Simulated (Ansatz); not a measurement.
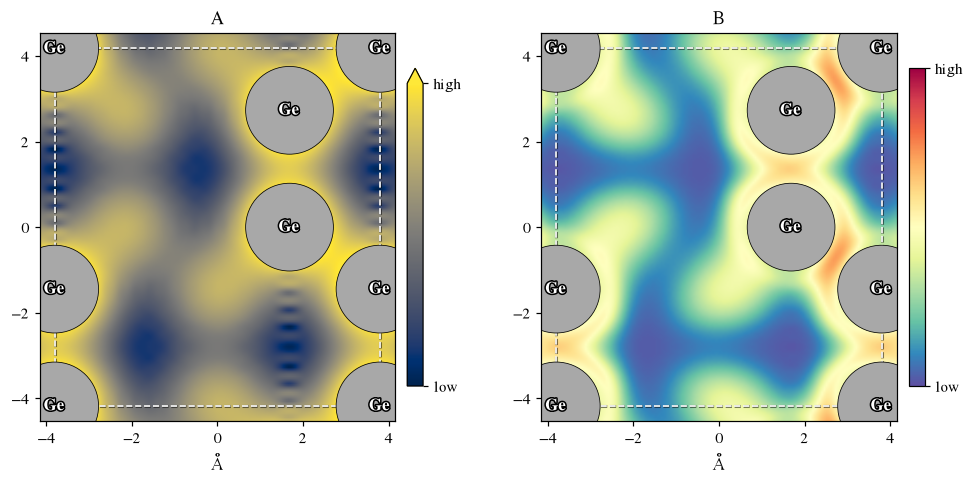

Ge: 2 fields on the (100) plane of the conventional cell, with unlabelled colour scales. Grey discs cover the atomic cores.

Space group Cmcm; a structure generated by program, which may or may not match a known phase.

Method: DFT PBE, scalar-relativistic, plane waves, PAW in Ansatz 0.2.0.

Question: Which field does each panel show? The fields are: electron localisation function and valence pseudo-density.

Answer: Panel A: valence pseudo-density. Panel B: electron localisation function. From the grid: Ge–Ge (2.56 Å): ρ at the midpoint is about 0.42 e/Å³; the ELF peaks at about 0.75 between the atoms. Ge–Ge (2.73 Å): the density is about 0.31 e/Å³ at the midpoint; the ELF peaks at about 0.65 between the atoms.
